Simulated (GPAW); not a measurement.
# free-standing triangular Cr monolayer, spacing 2.56 A: cost and accuracy of all numerical settings together

Aim: see how far moments and order energies of free-standing triangular Cr monolayer, spacing 2.56 A move with all numerical settings together, and what each rung costs.

Calculated with GPAW 26.7.0; PBE; plane waves with GPAW's PAW setups, scalar-relativistic.

## (1) Starting point

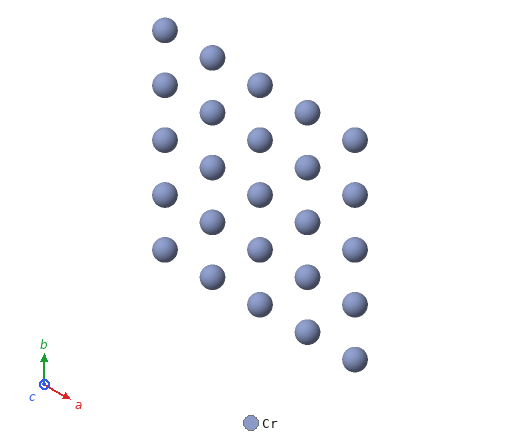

The starting structure, seen from above (chromium light blue). 4×4×1 cells are drawn. Some periodic images of atoms are drawn too.

The cell holds 1 atom: 1 Cr. Cell: a = 2.560 Å, b = 2.560 Å, c = 14.000 Å, α = 90.0°, β = 90.0°, γ = 120.0°. model lattice. Vacuum lies along c.

## (2) Rung 1 (280 eV, mesh 6×6×1), start ferro +

Several settings change at once from rung to rung, from a quick look to a careful run; the headings and inputs name them.

order1.py reads:

```python
import json
import numpy as np
from ase import Atoms
from ase.parallel import paropen, parprint
from gpaw import GPAW

atoms = Atoms(['Cr'],
    cell=[[2.56, 0.0, 0.0],
         [-1.28, 2.217025, 0.0],
         [0.0, 0.0, 14.0]],
    scaled_positions=[[0.0, 0.0, 0.5]],
    pbc=True,
    magmoms=[2.5])
atoms.calc = GPAW(mode={'name': 'pw', 'ecut': 280},
    xc='PBE',
    kpts={'size': (6, 6, 1), 'gamma': True},
    occupations={'name': 'fermi-dirac', 'width': 0.2},
    convergence={'density': 1e-05, 'energy': 1e-05},
    maxiter=200,
    symmetry={'tolerance': 1e-4},
    txt='order1.txt')
e = atoms.get_potential_energy(force_consistent=True)
res = {'free_energy': e, 'energy_sigma0': atoms.get_potential_energy(), 'fermi_energy': atoms.calc.get_fermi_level()}
res['moments'] = atoms.get_magnetic_moments().tolist()
res['total'] = atoms.get_magnetic_moment()
parprint('site moments (muB):', np.round(res['moments'], 3))
parprint(f"total moment: {res['total']:.3f} muB")
parprint(f'free energy: {e:.6f} eV')
atoms.calc.write('order1.gpw')
with paropen('results.json', 'w') as f:
    json.dump(res, f)
```

Command:

```sh
> OMP_NUM_THREADS=1 python3 order1.py > order1.log
```

Numbers of over 12 decimals in the logs are rounded to 6 here.

What it wrote:

```text
site moments (muB): [1.684]
total moment: 2.149 muB
free energy: -6.913779 eV

--- order1.txt ---
Input parameters:
  mode=PW(ecut=280),
  convergence={'density': 1e-05, 'energy': 1e-05},
  kpts=MonkhorstPack(size=(6, 6, 1), gamma=True),
  maxiter=200,
  occupations=Occupations(name='fermi-dirac', width=0.2),
  symmetry=Symmetry(tolerance=0.0001),
  xc=XC(name='PBE')

Diagonalizing LCAO Hamiltonian
Converting LCAO to pw mode

       Cr

Atoms  # Å, Bohr magnetons
|   | symbol |        x |        y |        z |    initial magnetic moments |
|---|--------|----------|----------|----------|-----------------------------|
| 0 |     Cr | 0.000000 | 0.000000 | 7.000000 | ( 0.0000,  0.0000,  2.5000) |

Unit cell  # Å
| periodic |         x |        y |         z |   lengths |     angles |
|----------|-----------|----------|-----------|-----------|------------|
|      yes |  2.560000 | 0.000000 |  0.000000 |  2.560000 |  90.000000 |
|      yes | -1.280000 | 2.217025 |  0.000000 |  2.560000 |  90.000000 |
|      yes |  0.000000 | 0.000000 | 14.000000 | 14.000000 | 120.000000 |

Number of symmetries: 24

BZ-sampling:
  Number of BZ points: 36
  Number of IBZ points: 7

  Monkhorst-Pack size: [6, 6, 1]
  Monkhorst-Pack shift: [0.083333, 0.083333, 0.0]

Plane wave coefficients: 879
Cutoff: 280.0 eV

Spin-components: 2 (collinear spins)
Bands:           9
Projectors:      6
Spin-degeneracy: 1
Datatype:        complex128

Parallelization:
  kpt:    1
  domain: 1
  band:   1

Density:
  Valence electrons: 6.0
  Components: 2
  Grid points: [10 10 56]
  Charge: 0.0  # |e|

Potential:
  Grid points: [10 10 56]

[... setups left out ...]
Reference energy: -28582.377450  # eV

eigensolver:
  PPCG
  Converge bands: occupied
  niter=2

density mixing:
  MSR1-Mixer
  Pratt-step length: 0.05
  Maximum mixing coefficient: 0.75
  Old densities: 10
  SVD Regularization: 0.005
  Good broyden scale: 1.0
  Trust region scale: 1.0
  Backstep threshold: 4.0
  History deletion threshold: 6.0
  Fourier metric: weight=20.0, sigma=0.015

occupation numbers:
  Fermi-Dirac:
    width: 0.2000  # eV

poisson solver:
  ecut: 2240.0  # eV

xc functional:
  name: PBE with 2 nearest neighbor stencil

convergence criteria:
- Maximum integral of absolute [dens]ity change: 1e-05 electrons / valence electron
- Maximum [total energy] change in last 3 cyles: 1e-05 eV / valence electron
- Maximum integral of absolute [eigenst]ate change: 4e-08 eV^2 / valence electron
maximum number of iterations: 200

SCF iterations
|iter     |      energy | eigst |  dens |  magmom |
|---------|-------------|-------|-------|---------|
|iter:   1|       0s |   -7.324683 | +0.11 |       |  +2.4961|
|iter:   2|       1s |   -7.140638 | -1.60 | -0.53 |  +2.4843|
|iter:   3|       1s |   -6.687127 | -0.90 | -0.59 |  +2.3855|
|iter:   4|       1s |   -6.692595 | -1.84 | -1.07 |  +2.3393|
|iter:   5|       1s |   -6.714636 | -2.31 | -1.24 |  +2.3245|
|iter:   6|       1s |   -6.737867 | -2.51 | -1.49 |  +2.3116|
|iter:   7|       2s |   -6.743211 | -3.12 | -1.88 |  +2.3013|
|iter:   8|       2s |   -6.745089 | -3.82 | -2.21 |  +2.2866|
|iter:   9|       2s |   -6.746865 | -4.12 | -2.39 |  +2.2512|
|iter:  10|       2s |   -6.746288 | -4.36 | -2.39 |  +2.2232|
|iter:  11|       2s |   -6.746486 | -4.61 | -2.54 |  +2.1872|
|iter:  12|       2s |   -6.746282 | -4.88 | -2.74 |  +2.1497|
|iter:  13|       3s |   -6.746123 | -5.55 | -3.29 |  +2.1441|
|iter:  14|       3s |   -6.746007 | -5.86 | -3.50 |  +2.1482|
|iter:  15|       3s |   -6.745981 | -6.66 | -4.27 |  +2.1487|
|iter:  16|       3s |   -6.745983c| -7.19 | -4.72 |  +2.1487|
|iter:  17|       3s |   -6.745982c| -7.60c| -4.98 |  +2.1486|
|iter:  18|       4s |   -6.745983c| -7.80c| -5.23c|  +2.1487|

Converged in 18 steps
Energy contributions relative to reference atoms: (reference = -28582.377450)

Energy contributions:
  Kinetic:         -14.334212
  Coulomb:           9.264918
  Zero:              0.355732
  External:          0.000000
  Xc:               -1.864625
  Entropy:          -0.335592
  Spinorbit:         0.000000
  ----------------------------
  Free energy:      -6.913779
  Extrapolated:     -6.745983

dipole moment: (-3.117582, -5.399810, 0.000076)  # |e|*Ang

Total magnetic moment: (0.000000, 0.000000, 2.148717)

Local magnetic moments
|        x |        y |        z |
|----------|----------|----------|
| 0.000000 | 0.000000 | 1.683877 |  # Cr   0

Fermi level: -2.313
Eigenvalues  # (at kpt = [0.000, 0.000, 0.000])
| band index |      eig [eV] | occ [0-1] |      eig [eV] | occ [0-1] |
|------------|---------------|-----------|---------------|-----------|
|          0 |        -7.616 |     1.000 |        -6.624 |     1.000 |
|          1 |        -4.182 |     1.000 |        -2.117 |     0.273 |
|          2 |        -3.039 |     0.974 |        -1.512 |     0.018 |
|          3 |        -3.039 |     0.974 |        -1.511 |     0.018 |
|          4 |        -2.306 |     0.491 |        -1.422 |     0.012 |
|          5 |        -1.284 |     0.006 |         0.069 |     0.000 |
|          6 |        -1.284 |     0.006 |         0.069 |     0.000 |
|          7 |         1.899 |     0.000 |         2.183 |     0.000 |
|          8 |         2.846 |     0.000 |         3.144 |     0.000 |

No gap
No difference between direct/indirect transitions
```

It took 5.4 s on 1 MPI rank of Intel Xeon Platinum 8375C at 2.90GHz (Ice Lake), shared host; peak memory 0.14 GiB.

Spin moment in the augmentation sphere by atom:

| atom | spin moment in the augmentation sphere (μB) |
| --- | --- |
| Cr1 | 1.68 |

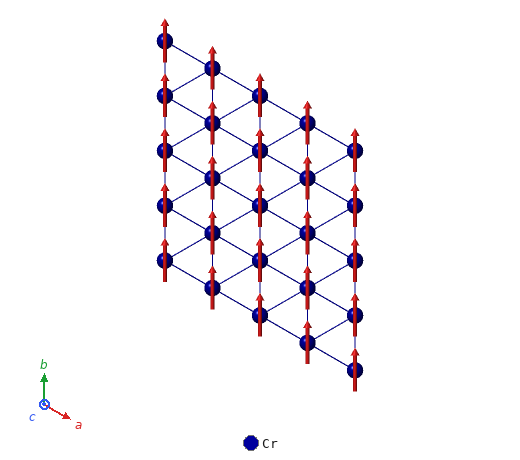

Spin moment in the augmentation sphere as arrows, the longest 1.68 μB. Up and down stand for the sign. Arrows give size and sign along the axis of quantisation, drawn up and down the page. 4×4×1 cells are drawn. Some periodic images of atoms are drawn too.

Numbers from this step:

```
magnetization : 2.149 μB
final state   : ferromagnetic
```

After 18 cycles the largest moment stands at 1.68 μB.

## (3) Rung 1 (280 eV, mesh 6×3×1), start antiferro q=(0,1/2,0) +-

The second start gives the energy difference between the two end states, the quantity that is followed up the ladder. Its q is in fractions of the reciprocal vectors of the first run's cell.

order2.py is the script of step 2 with these lines changed:

```diff
@@ -6,12 +6,13 @@
 
-atoms = Atoms(['Cr'],
+atoms = Atoms(['Cr', 'Cr'],
     cell=[[2.56, 0.0, 0.0],
-         [-1.28, 2.217025, 0.0],
+         [-2.56, 4.43405, 0.0],
          [0.0, 0.0, 14.0]],
-    scaled_positions=[[0.0, 0.0, 0.5]],
+    scaled_positions=[[0.0, 0.0, 0.5],
+         [0.0, 0.5, 0.5]],
     pbc=True,
-    magmoms=[2.5])
+    magmoms=[2.5, -2.5])
 atoms.calc = GPAW(mode={'name': 'pw', 'ecut': 280},
     xc='PBE',
-    kpts={'size': (6, 6, 1), 'gamma': True},
+    kpts={'size': (6, 3, 1), 'gamma': True},
     occupations={'name': 'fermi-dirac', 'width': 0.2},
@@ -20,3 +21,3 @@
     symmetry={'tolerance': 1e-4},
-    txt='order1.txt')
+    txt='order2.txt')
 e = atoms.get_potential_energy(force_consistent=True)
@@ -28,3 +29,3 @@
 parprint(f'free energy: {e:.6f} eV')
-atoms.calc.write('order1.gpw')
+atoms.calc.write('order2.gpw')
 with paropen('results.json', 'w') as f:
```

Command:

```sh
> OMP_NUM_THREADS=1 python3 order2.py > order2.log
```

What it wrote:

```text
site moments (muB): [ 3.034 -3.034]
total moment: -0.000 muB
free energy: -14.711649 eV

--- order2.txt ---
Input parameters:
  mode=PW(ecut=280),
  convergence={'density': 1e-05, 'energy': 1e-05},
  kpts=MonkhorstPack(size=(6, 3, 1), gamma=True),
  maxiter=200,
  occupations=Occupations(name='fermi-dirac', width=0.2),
  symmetry=Symmetry(tolerance=0.0001),
  xc=XC(name='PBE')

Diagonalizing LCAO Hamiltonian
Converting LCAO to pw mode

         Cr
          Cr

Atoms  # Å, Bohr magnetons
|   | symbol |         x |        y |        z |    initial magnetic moments |
|---|--------|-----------|----------|----------|-----------------------------|
| 0 |     Cr |  0.000000 | 0.000000 | 7.000000 | ( 0.0000,  0.0000,  2.5000) |
| 1 |     Cr | -1.280000 | 2.217025 | 7.000000 | ( 0.0000,  0.0000, -2.5000) |

Number of symmetries: 4

BZ-sampling:
  Number of BZ points: 18
  Number of IBZ points: 10

  Monkhorst-Pack size: [6, 3, 1]
  Monkhorst-Pack shift: [0.083333, 0.0, 0.0]

Plane wave coefficients: 1718
Cutoff: 280.0 eV

Spin-components: 2 (collinear spins)
Bands:           12
Projectors:      12
Spin-degeneracy: 1
Datatype:        complex128

Parallelization:
  kpt:    1
  domain: 1
  band:   1

Density:
  Valence electrons: 12.0
  Components: 2
  Grid points: [10 20 56]
  Charge: 0.0  # |e|

Potential:
  Grid points: [10 20 56]

[... setups left out ...]
Reference energy: -57164.754899  # eV

convergence criteria:
- Maximum integral of absolute [dens]ity change: 1e-05 electrons / valence electron
- Maximum [total energy] change in last 3 cyles: 1e-05 eV / valence electron
[...]
|iter:  15|       7s |  -14.551136c| -6.34 | -4.16 |  -0.0000|
|iter:  16|       8s |  -14.551132c| -6.75 | -4.07 |  -0.0000|
|iter:  17|       8s |  -14.551133c| -7.08 | -5.05c|  -0.0000|
|iter:  18|       8s |  -14.551134c| -7.37 | -5.15c|  -0.0000|
|iter:  19|       9s |  -14.551134c| -7.65c| -5.38c|  -0.0000|

Converged in 19 steps
Energy contributions relative to reference atoms: (reference = -57164.754899)

Energy contributions:
  Kinetic:          -6.645748
  Coulomb:           0.808279
  Zero:              0.678987
  External:          0.000000
  Xc:               -9.232137
  Entropy:          -0.321030
  Spinorbit:         0.000000
  ----------------------------
  Free energy:     -14.711649
  Extrapolated:    -14.551134

dipole moment: (-6.182298, -10.708005, 0.000152)  # |e|*Ang

Total magnetic moment: (0.000000, 0.000000, -0.000001)

Local magnetic moments
|        x |        y |         z |
|----------|----------|-----------|
| 0.000000 | 0.000000 |  3.033931 |  # Cr   0
| 0.000000 | 0.000000 | -3.033933 |  # Cr   1

Fermi level: -2.115
Eigenvalues  # (at kpt = [0.000, 0.000, 0.000])
| band index |      eig [eV] | occ [0-1] |      eig [eV] | occ [0-1] |
|------------|---------------|-----------|---------------|-----------|
|          0 |        -7.233 |     1.000 |        -7.233 |     1.000 |
|          1 |        -5.171 |     1.000 |        -5.171 |     1.000 |
|          2 |        -3.893 |     1.000 |        -3.893 |     1.000 |
|          3 |        -3.629 |     0.999 |        -3.629 |     0.999 |
|          4 |        -2.581 |     0.911 |        -2.581 |     0.911 |
[...]
|          8 |        -0.215 |     0.000 |        -0.215 |     0.000 |
|          9 |         0.397 |     0.000 |         0.397 |     0.000 |
|         10 |         1.153 |     0.000 |         1.153 |     0.000 |
|         11 |         1.474 |     0.000 |         1.474 |     0.000 |

No gap
No difference between direct/indirect transitions
```

It took 11 s on 1 MPI rank; peak memory 0.16 GiB.

Spin moment in the augmentation sphere by atom:

| atom | spin moment in the augmentation sphere (μB) |
| --- | --- |
| Cr1 | 3.03 |
| Cr2 | -3.03 |

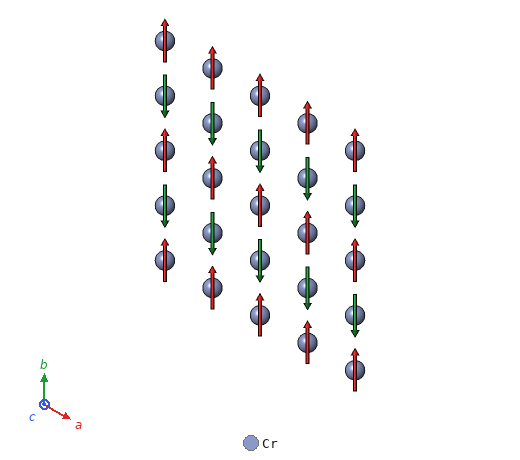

Spin moment in the augmentation sphere as arrows, the longest 3.03 μB. Up and down stand for the sign. Arrows give size and sign along the axis of quantisation, drawn up and down the page. The two directions have two colours. 4×2×1 cells are drawn. Some periodic images of atoms are drawn too.

This step gave:

```yaml
magnetization: 0 μB
final_state: antiferromagnetic
```

This start lies -442.0 meV a seeded atom from the first; its largest moment is 3.03 μB.

## (4) Rung 2 (380 eV, mesh 8×8×1), start ferro +

order1.py is the script of step 2 with these lines changed:

```diff
@@ -13,6 +13,6 @@
     magmoms=[2.5])
-atoms.calc = GPAW(mode={'name': 'pw', 'ecut': 280},
+atoms.calc = GPAW(mode={'name': 'pw', 'ecut': 380},
     xc='PBE',
-    kpts={'size': (6, 6, 1), 'gamma': True},
-    occupations={'name': 'fermi-dirac', 'width': 0.2},
+    kpts={'size': (8, 8, 1), 'gamma': True},
+    occupations={'name': 'fermi-dirac', 'width': 0.15},
     convergence={'density': 1e-05, 'energy': 1e-05},
```

Command:

```sh
> OMP_NUM_THREADS=1 python3 order1.py > order1.log
```

What it wrote:

```text
site moments (muB): [1.211]
total moment: 1.497 muB
free energy: -6.949630 eV

--- order1.txt ---
Input parameters:
  mode=PW(ecut=380),
  convergence={'density': 1e-05, 'energy': 1e-05},
  kpts=MonkhorstPack(size=(8, 8, 1), gamma=True),
  maxiter=200,
  occupations=Occupations(name='fermi-dirac', width=0.15),
  symmetry=Symmetry(tolerance=0.0001),
  xc=XC(name='PBE')

Diagonalizing LCAO Hamiltonian
[...]
|          3 |        -2.891 |     0.960 |        -1.866 |     0.025 |
|          4 |        -2.212 |     0.207 |        -1.574 |     0.004 |
|          5 |        -1.193 |     0.000 |        -0.298 |     0.000 |
|          6 |        -1.193 |     0.000 |        -0.298 |     0.000 |
|          7 |         1.932 |     0.000 |         2.201 |     0.000 |
|          8 |         2.860 |     0.000 |         3.107 |     0.000 |

No gap
No difference between direct/indirect transitions


[key lines of the parts left out:]
Free energy:      -6.949630
Converged in 18 steps
dipole moment: (-3.121928, -5.407338, 0.000076)  # |e|*Ang
Fermi level: -2.414
```

Run time: 8.2 s. Hardware: 1 MPI rank; peak memory 0.15 GiB.

Numbers from this step:

```
magnetization  : 1.497 μB
final state    : ferromagnetic
largest moment : 1.211 μB
```

The largest moment moves by -0.47 μB from rung 1, at 1.5 times its CPU time.

## (5) Rung 2 (380 eV, mesh 8×4×1), start antiferro q=(0,1/2,0) +-

order2.py is the script of step 3 with these lines changed:

```diff
@@ -14,6 +14,6 @@
     magmoms=[2.5, -2.5])
-atoms.calc = GPAW(mode={'name': 'pw', 'ecut': 280},
+atoms.calc = GPAW(mode={'name': 'pw', 'ecut': 380},
     xc='PBE',
-    kpts={'size': (6, 3, 1), 'gamma': True},
-    occupations={'name': 'fermi-dirac', 'width': 0.2},
+    kpts={'size': (8, 4, 1), 'gamma': True},
+    occupations={'name': 'fermi-dirac', 'width': 0.15},
     convergence={'density': 1e-05, 'energy': 1e-05},
```

Command:

```sh
> OMP_NUM_THREADS=1 python3 order2.py > order2.log
```

What it wrote:

```text
site moments (muB): [ 3.016 -3.016]
total moment: 0.000 muB
free energy: -14.814661 eV

--- order2.txt ---
Input parameters:
  mode=PW(ecut=380),
  convergence={'density': 1e-05, 'energy': 1e-05},
  kpts=MonkhorstPack(size=(8, 4, 1), gamma=True),
  maxiter=200,
  occupations=Occupations(name='fermi-dirac', width=0.15),
  symmetry=Symmetry(tolerance=0.0001),
  xc=XC(name='PBE')

Diagonalizing LCAO Hamiltonian
[...]
|          3 |        -3.590 |     1.000 |        -3.590 |     1.000 |
|          4 |        -2.534 |     0.952 |        -2.534 |     0.952 |
[...]
|          8 |        -0.181 |     0.000 |        -0.181 |     0.000 |
|          9 |         0.435 |     0.000 |         0.435 |     0.000 |
|         10 |         1.185 |     0.000 |         1.185 |     0.000 |
|         11 |         1.492 |     0.000 |         1.492 |     0.000 |

No gap
No difference between direct/indirect transitions


[key lines of the parts left out:]
Free energy:     -14.814661
Converged in 19 steps
dipole moment: (-6.176942, -10.698726, 0.000152)  # |e|*Ang
Fermi level: -2.084
```

Elapsed: 28 s, on 1 MPI rank; peak memory 0.19 GiB.

Numbers from this step:

- magnetization: 0 μB
- final state: antiferromagnetic
- largest moment: 3.016 μB

This start lies -457.7 meV a seeded atom from the first, a change of -15.7 meV since rung 1; its largest moment is 3.02 μB.

## (6) Rung 3 (500 eV, mesh 10×10×1), start ferro +

order1.py is the script of step 4 with these lines changed:

```diff
@@ -13,6 +13,6 @@
     magmoms=[2.5])
-atoms.calc = GPAW(mode={'name': 'pw', 'ecut': 380},
+atoms.calc = GPAW(mode={'name': 'pw', 'ecut': 500},
     xc='PBE',
-    kpts={'size': (8, 8, 1), 'gamma': True},
-    occupations={'name': 'fermi-dirac', 'width': 0.15},
+    kpts={'size': (10, 10, 1), 'gamma': True},
+    occupations={'name': 'fermi-dirac', 'width': 0.1},
     convergence={'density': 1e-05, 'energy': 1e-05},
```

Command:

```sh
> OMP_NUM_THREADS=1 python3 order1.py > order1.log
```

What it wrote:

```text
site moments (muB): [1.587]
total moment: 2.022 muB
free energy: -6.941563 eV

--- order1.txt ---
Input parameters:
  mode=PW(ecut=500),
  convergence={'density': 1e-05, 'energy': 1e-05},
  kpts=MonkhorstPack(size=(10, 10, 1), gamma=True),
  maxiter=200,
  occupations=Occupations(name='fermi-dirac', width=0.1),
  symmetry=Symmetry(tolerance=0.0001),
  xc=XC(name='PBE')

Diagonalizing LCAO Hamiltonian
[...]
|          3 |        -3.095 |     0.999 |        -1.649 |     0.001 |
|          4 |        -2.285 |     0.259 |        -1.430 |     0.000 |
|          5 |        -1.241 |     0.000 |        -0.083 |     0.000 |
|          6 |        -1.241 |     0.000 |        -0.083 |     0.000 |
|          7 |         1.919 |     0.000 |         2.267 |     0.000 |
|          8 |         2.845 |     0.000 |         3.200 |     0.000 |

No gap
No difference between direct/indirect transitions


[key lines of the parts left out:]
Free energy:      -6.941563
Converged in 16 steps
dipole moment: (-3.115274, -5.395812, 0.000076)  # |e|*Ang
Fermi level: -2.390
```

Run time: 17 s. Hardware: 1 MPI rank; peak memory 0.17 GiB.

This step gave:

```
magnetization  : 2.022 μB
final state    : ferromagnetic
largest moment : 1.587 μB
```

The largest moment moves by +0.38 μB from rung 2, at 2.1 times its CPU time.

## (7) Rung 3 (500 eV, mesh 10×5×1), start antiferro q=(0,1/2,0) +-

order2.py is the script of step 5 with these lines changed:

```diff
@@ -14,6 +14,6 @@
     magmoms=[2.5, -2.5])
-atoms.calc = GPAW(mode={'name': 'pw', 'ecut': 380},
+atoms.calc = GPAW(mode={'name': 'pw', 'ecut': 500},
     xc='PBE',
-    kpts={'size': (8, 4, 1), 'gamma': True},
-    occupations={'name': 'fermi-dirac', 'width': 0.15},
+    kpts={'size': (10, 5, 1), 'gamma': True},
+    occupations={'name': 'fermi-dirac', 'width': 0.1},
     convergence={'density': 1e-05, 'energy': 1e-05},
```

Command:

```sh
> OMP_NUM_THREADS=1 python3 order2.py > order2.log
```

What it wrote:

```text
site moments (muB): [ 3.072 -3.072]
total moment: 0.000 muB
free energy: -14.872598 eV

--- order2.txt ---
Input parameters:
  mode=PW(ecut=500),
  convergence={'density': 1e-05, 'energy': 1e-05},
  kpts=MonkhorstPack(size=(10, 5, 1), gamma=True),
  maxiter=200,
  occupations=Occupations(name='fermi-dirac', width=0.1),
  symmetry=Symmetry(tolerance=0.0001),
  xc=XC(name='PBE')

Diagonalizing LCAO Hamiltonian
[...]
|          3 |        -3.582 |     1.000 |        -3.582 |     1.000 |
|          4 |        -2.541 |     0.988 |        -2.541 |     0.988 |
[...]
|          8 |        -0.137 |     0.000 |        -0.137 |     0.000 |
|          9 |         0.480 |     0.000 |         0.480 |     0.000 |
|         10 |         1.236 |     0.000 |         1.236 |     0.000 |
|         11 |         1.570 |     0.000 |         1.570 |     0.000 |

No gap
No difference between direct/indirect transitions


[key lines of the parts left out:]
Free energy:     -14.872598
Converged in 20 steps
dipole moment: (-6.172685, -10.691357, 0.000152)  # |e|*Ang
Fermi level: -2.096
```

Run time: 65 s. Hardware: 1 MPI rank; peak memory 0.26 GiB.

Read from the output:

- magnetization: 0 μB
- final state: antiferromagnetic
- largest moment: 3.072 μB

This start lies -494.7 meV a seeded atom from the first, a change of -37.0 meV since rung 2; its largest moment is 3.07 μB.

[end of part 1 of 2]

[Logs and program files are shortened in this print: banners, set-up blocks, solver, clock and traceback lines can be left out without a mark of their own.]

[Logs are printed without paths, hosts, clocks, repeated set-up lines and the standing remarks that a program may print on its own settings, such as how far it seeks lower states.]

[Hosts, paths, dates, database ids (printed as entryN), source tags and the programs' standing remarks are cut or masked in the printed files.]

[Where a cell is said to come from a database of computed structures, the database is the Materials Project.]
